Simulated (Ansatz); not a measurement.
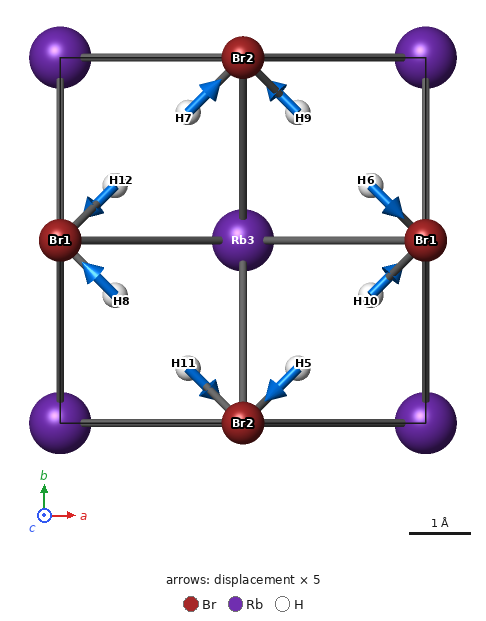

This is a relaxation of a crystal of RbH4Br (a generated structure, set up in I4/mcm). The starting structure is drawn; blue arrows show the displacements (the part carried along by the change of the cell is left out), magnified 5 times.

A ball-and-stick model of the conventional cell (2 times the calculation's cell), seen along the c axis. Lengths and directions refer to the drawn axes.

The start is a swapped structure.

Theory: DFT, PAW plane waves, PBEsol in Ansatz 0.2.0. Set-up: plane-wave cutoff 420 eV; k-point mesh 5 × 5 × 5; occupations fermi dirac; smearing width 0.1 eV; no spin polarisation; cell and atoms relaxed; at most 60 steps.

**Which element moves most?**

Hydrogen: up to 0.16 Å, against 0.00 Å for rubidium.

**What happened in the run?**

Over 7 accepted moves (9 points after the start) the energy falls by 24.8 meV per atom. Largest force component: 0.3 eV/Å at the start, 0.00046 eV/Å at the end. Pressure: −0.03 GPa at the start and 0.01 GPa at the end. The SCF was repeated twice at an unchanged geometry on a basis and grid sized afresh for the cell, which shifted the energy by 1.3 meV per atom at most. The largest moves relative to the cell, 0.16 Å, are those of H atoms. Rb and Br stay in place. Cell: a = b 6.017 → 6.479 Å (+7.7 %), c 10.952 → 10.585 Å (−3.4 %). Volume +12.1 %. Among the contacts that change: Br–Rb 4.068 → 4.183 Å, Br–H 1.806 → 1.751 Å. The space group stays I4/mcm (No. 140).
